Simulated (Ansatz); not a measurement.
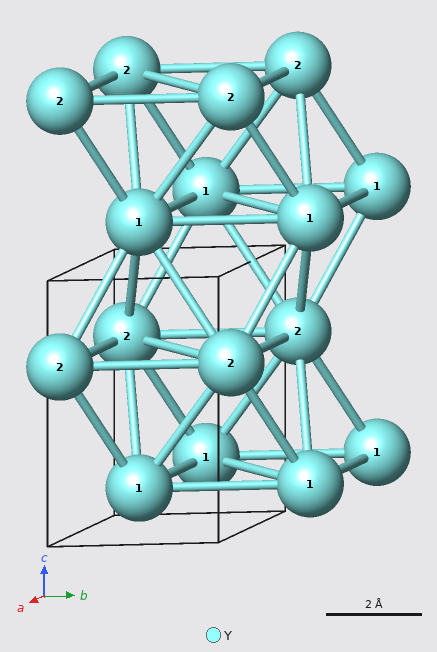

Reference structure: a symmetric starting cell of Y. The picture is a ball-and-stick view of the cell of the calculation, repeated 2 × 2 × 2 with one cell outlined, seen slightly off an axis.

These are results of DFT LDA, scalar-relativistic, plane waves, PAW in Ansatz, not measurements. Settings: plane-wave cutoff 420 eV; k-point mesh 15 × 15 × 8; occupations gaussian; smearing width 0.1 eV; no spin polarisation.

Change: The cell is strained by −1.6 % along c and −0.1 % across it (volume −1.9 %), the atoms keeping their fractional coordinates. No relaxation follows. The starting cell wasn't computed here and needn't be at equilibrium, so pressure and forces aren't due to the change alone.

**Predict the response.**

The pressure is −3.4 GPa (not all of it need come from the change, since the unchanged cell can be under pressure at this level too). All forces vanish by symmetry. Among the bonded contacts that change: Y–Y 3.564 → 3.525 Å, Y–Y 3.651 → 3.647 Å. The space group stays P6_3/mmc (No. 194).

Drawn alike, the variant:

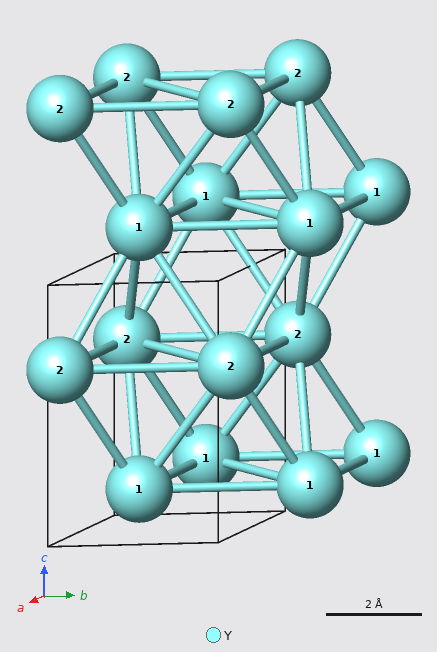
